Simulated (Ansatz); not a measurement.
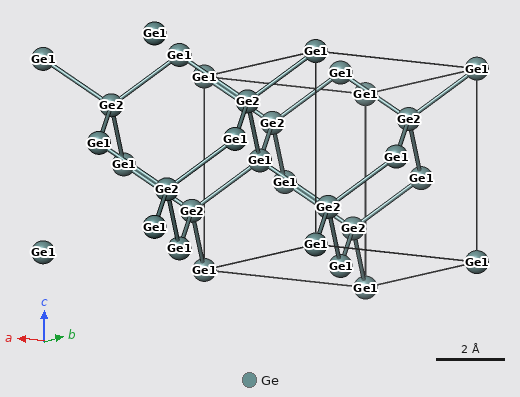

Starting structure of solid Ge (built on the diamond type). A ball-and-stick model of the conventional cell (4 times the calculation's cell), repeated 2 × 1 × 1 with one cell outlined, seen from a free direction. Lengths and directions refer to the drawn axes.

The calculation used DFT, LDA, plane waves, PAW (Ansatz).

The input:
```yaml
crystal:
  lattice:
    - [0.0, 2.8806946128, 2.8806946128]
    - [2.8806946128, 0.0, 2.8806946128]
    - [2.8806946128, 2.8806946128, 0.0]
  atoms:
    - { symbol: Ge, position: [0.0, 0.0, 0.0] }
    - { symbol: Ge, position: [0.25, 0.25, 0.25] }
kpoints:
  mp_grid: { grid: [8, 8, 8] }
hamiltonian:
  xc: lda
scf:
  occupations: { method: fermi_dirac, width: 0.02 }
relax:
  f_tol: 0.005
  cell: {}
output:
  write_density: true
  write_potential: true
  elf: true
  volumetric_format: npy
```

Launched with:
```bash
ansatz run input.yaml --threads 4 --pin off --max-ram 7372MiB --backend cpu --events-out ev --progress --plain --runs-dir out
```

Question: Predict the outcome.

Answer: No atom moves by more than 0.005 Å relative to the cell. Cell: a = b = c 5.761 → 5.621 Å (−2.4 %). Volume −7.1 %. Some distances before and after: Ge1–Ge2 2.495 → 2.434 Å. The space group stays Fd-3m (No. 227). The energy falls by 49.7 meV per cell of the calculation in 3 accepted moves (4 points after the start). All forces vanish by symmetry, so only the cell relaxes. Pressure: −4.41 GPa at the start and 0.01 GPa at the end. The SCF was repeated once at an unchanged geometry on a basis and grid sized afresh for the cell, which shifted the energy by 0.6 meV per cell of the calculation at most.

The structure at the end:

```xyz
2
Lattice="0.0000 2.8107 2.8107 2.8107 0.0000 2.8107 2.8107 2.8107 0.0000" Properties=species:S:1:pos:R:3 pbc="T T T"
Ge    5.6214    5.6214    5.6214
Ge    1.4054    1.4054    1.4054
```

The end point in the same view:

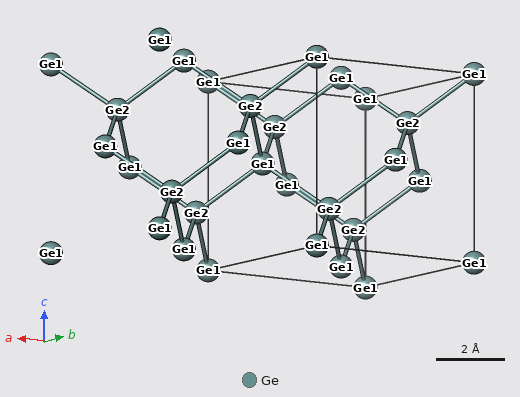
